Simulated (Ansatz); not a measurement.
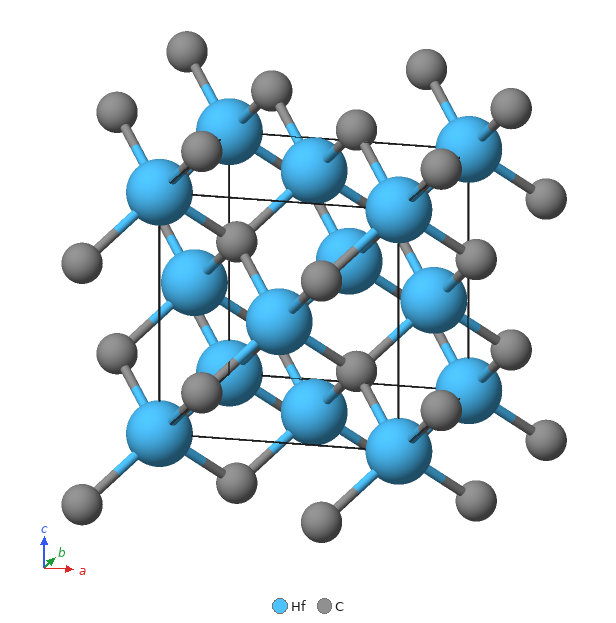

The figure gives a ball-and-stick picture of the atoms, viewed slightly off an axis. One conventional unit cell is framed, with atoms on its boundary repeated. Atoms of adjacent cells appear where they bond to atoms in the box.

HfC, zinc blende (sphalerite type), space group F-43m (No. 216), a = 5.044 Å, b = 5.044 Å, c = 5.044 Å, α = 90.00°, β = 90.00°, γ = 90.00°. The structure was taken from a structure type filled with these elements by a generator (whether the compound takes this form wasn't checked). Earlier steps of the study may have refined or changed the cell and positions. It was the input of a calculation with Ansatz.

This one geometry was computed with Ansatz (DFT, plane waves, PAW) at six levels of theory: PBEsol, PBE with spin-orbit coupling, HSE06, LDA, PBE and r2SCAN.

Q: Which level gives the highest pressure at this volume, and what does that say about its equilibrium volume?

A: Highest: PBE (0.0 GPa), which points to the largest equilibrium volume. Lowest, with the smallest volume: LDA (-8.3 GPa). Levels within 0.5 GPa of each other can't be told apart.

Q: How does the band gap change with the level of theory?

A: PBE with spin-orbit coupling: a gap of 0.19 eV on the k-mesh; LDA: a gap of 0.22 eV on the k-mesh; PBEsol: a gap of 0.22 eV on the k-mesh; PBE: a gap of 0.29 eV on the k-mesh; r2SCAN: a gap of 0.58 eV on the k-mesh; HSE06: a gap of 0.99 eV on the k-mesh.

Q: Collect the results in a table.

A:
| level | cutoff (eV) | k-mesh of the run's cell | gap (eV) | pressure (GPa) |
| --- | --- | --- | --- | --- |
| PBEsol | 420 | 12×12×12 | 0.22 | -4.5 |
| PBE with spin-orbit coupling | 420 | 12×12×12 | 0.19 | -0.7 |
| HSE06 | 420 | 8×8×8 | 0.99 | -1.1 |
| LDA | 420 | 12×12×12 | 0.22 | -8.3 |
| PBE | 420 | 12×12×12 | 0.29 | 0.0 |
| r2SCAN | 500 | 12×12×12 | 0.58 | -1.7 |

Gaps are taken on the k-mesh or band path of each run.
